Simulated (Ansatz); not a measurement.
## Electronic structure of Ni in real space

```
Ni
1.0
    -3.51852   -3.51852    0.00000
     0.00000   -3.51852    3.51852
    -3.51852    0.00000    3.51852
Ni
8
Direct
  0.50000 0.00000 0.00000
  0.00000 0.00000 0.00000
  0.50000 0.50000 0.00000
  0.00000 0.50000 0.00000
  0.50000 0.00000 0.50000
  0.00000 0.00000 0.50000
  0.50000 0.50000 0.50000
  0.00000 0.50000 0.50000
```

Space group Fm-3m; spin-polarised.

Theory: Ansatz 0.2.0, DFT PBE, scalar-relativistic, plane waves, PAW.

The density is the valence pseudo-density of a PAW calculation; it isn't the true density close to the nuclei.

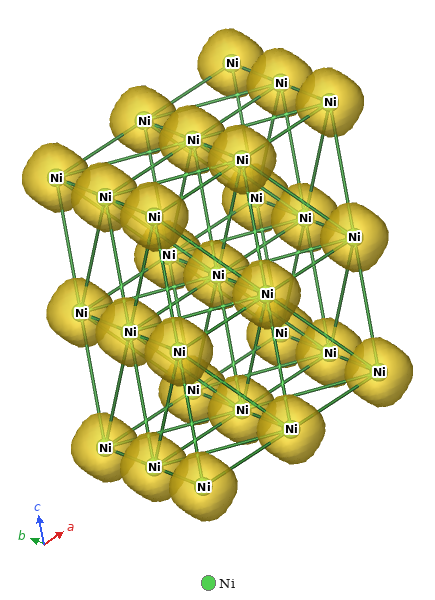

Figure 1. Isosurface of the magnetisation density (up minus down) at +0.2 e/Å³ (yellow), seen slightly off an axis. Sticks mark near contacts.

### Where is the spin, and how is it ordered?

The spin density sits on Ni: +0.6 μB (×8) in one cell of 8 atoms: parallel main moments (a ferromagnetic arrangement) in this solution. The cell of the calculation (8 atoms) carries 4.9 μB of net spin moment.

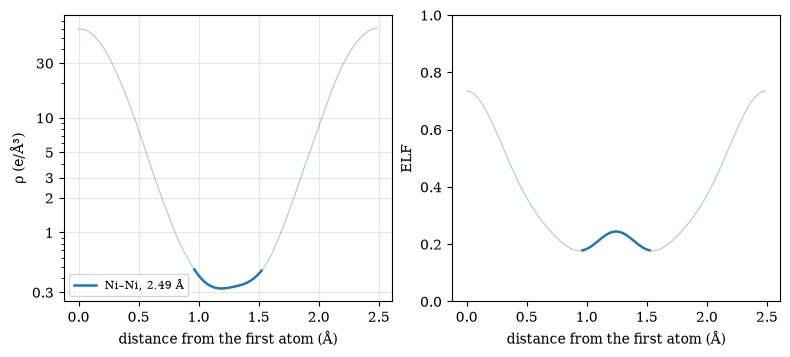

Figure 2. Valence electron density and ELF along straight lines between neighbouring atoms. Thin, pale parts lie inside the atomic spheres.

### What can be read from the curves?

Ni–Ni (2.49 Å): the density is about 0.33 e/Å³ at the midpoint; the ELF is about 0.25 at the midpoint; no localised pair shows between them.

### Does the calculation give a band gap?

It is metallic or semimetallic at this level of theory: no gap opens.
